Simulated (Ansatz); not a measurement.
```xyz
4
Lattice="2.6617 2.6617 0.0000 -2.6617 2.6617 0.0000 0.0000 0.0000 5.2640" Properties=species:S:1:pos:R:3 pbc="T T T"
Zn    1.3309    1.3309    3.9480
Zn   -1.3309    1.3309    1.3160
S     0.0000    0.0000    0.0000
S     0.0000    2.6617    2.6320
```

Space group I-4m2; changed on purpose from its base cell (in-plane strain +0.005, out-of-plane length and atoms relaxed by PAW).

All numbers below come from DFT, LDA, PAW with Ansatz's default frozen-core files, scalar-relativistic; relaxation of cell and atoms (Ansatz).

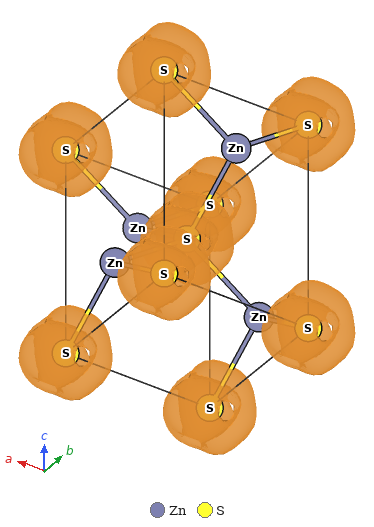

ZnS. Isosurface of the ELF at 0.8 (orange), seen at an oblique angle. Only the valence region is drawn (cores and ρ < 0.01 e/Å³ removed). Sticks mark near contacts.

Q: Identify the bonds, lone pairs and shells in this picture.

A: The surface consists of two regions wrapped around S (the valence shell of each), counted in one cell of 4 atoms. Regions shared between cells count once.

Values along the shortest contacts:
Zn–S (2.30 Å): the ELF peaks at about 0.90 in the valence shell of S, 0.8 Å from its nucleus, and is about 0.55 at the midpoint.

Q: Does the calculation give a band gap?

A: It is gapped, with a Kohn–Sham gap of 2.1 eV on the k-point mesh, an upper bound to the gap of this method.
